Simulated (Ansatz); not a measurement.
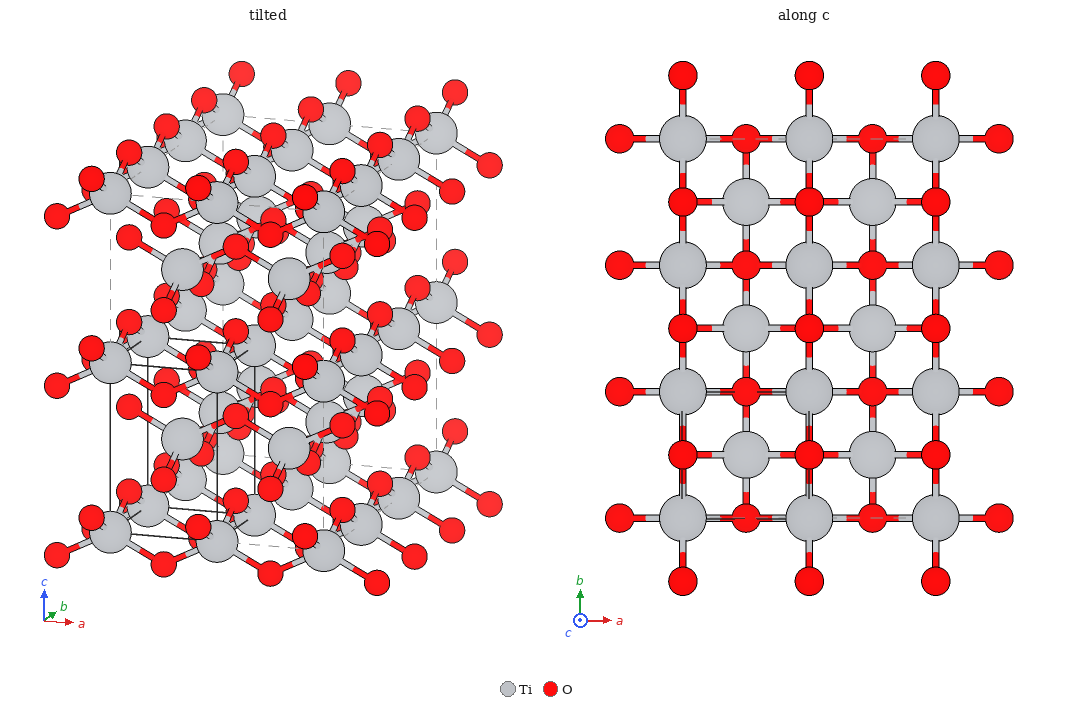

Ball-and-stick representation of a periodic structure, projected slightly off an axis and along the c axis. The conventional unit cell (solid box) is repeated to 2×3×2 cells. Some neighbours outside the box are added.

TiO2, space group P4_2/nmc (No. 137), a = 3.37 Å, b = 3.37 Å, c = 5.21 Å, α = 90.00°, β = 90.00°, γ = 90.00°.

Computational set-up: DFT r2SCAN, scalar-relativistic, plane waves, PAW in Ansatz, a basis cut at 500 eV, an 8×8×6 k-point grid, Gaussian smearing of 0.02 eV, no spin polarisation.

Predict the gap.

Answer. A semiconductor at this level, with a gap of 2.94 eV on the k-mesh (the true edges may lie between mesh points, so the gap can be somewhat smaller).

Origin of the cell: a structure listed in the Materials Project, with elements exchanged, so it need not be a known form of the compound. The structure drawn was relaxed with Ansatz, DFT r2SCAN, scalar-relativistic, plane waves, PAW.
